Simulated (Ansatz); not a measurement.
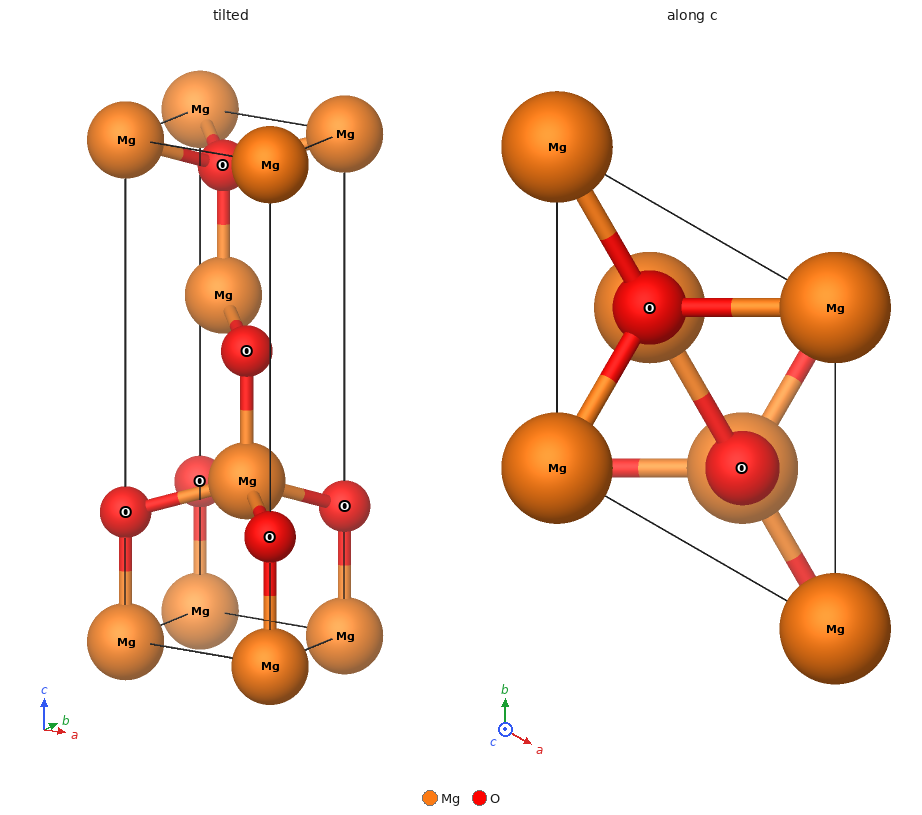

This ball-and-stick model is shown slightly off an axis and along the c axis. The lines enclose the conventional unit cell; boundary atoms appear with their images.

MgO, space group R3m (No. 160), a = 3.381 Å, b = 3.381 Å, c = 7.699 Å, α = 90.00°, β = 90.00°, γ = 120.00°. Origin of the cell: a structure type filled with these elements by a generator (whether the compound takes this form wasn't checked). The cell was then strained or its atoms displaced on purpose. A calculation with Ansatz used it as input.

This one geometry was computed with Ansatz (DFT, plane waves, PAW) at three levels of theory: HSE06, PBE and r2SCAN. It was relaxed with r2SCAN and then strained.

### Which level gives the highest pressure at this volume, and what does that say about its equilibrium volume?

Highest: PBE (-3.8 GPa), which points to the largest equilibrium volume. Lowest, with the smallest volume: HSE06 (-7.5 GPa) and r2SCAN (-7.4 GPa). Levels within 0.5 GPa of each other can't be told apart.

### How does the band gap change with the level of theory?

PBE: a gap of 3.02 eV, direct; r2SCAN: a gap of 3.68 eV, direct; HSE06: a gap of 4.59 eV, direct.

### Collect the results in a table.

| level | cutoff (eV) | k-mesh of the run's cell | gap (eV) | pressure (GPa) |
| --- | --- | --- | --- | --- |
| HSE06 | 420 | 6×6×6 | 4.59 | -7.5 |
| PBE | 420 | 10×10×10 | 3.02 | -3.8 |
| r2SCAN | 500 | 10×10×10 | 3.68 | -7.4 |

Gaps are taken on the k-mesh or band path of each run.
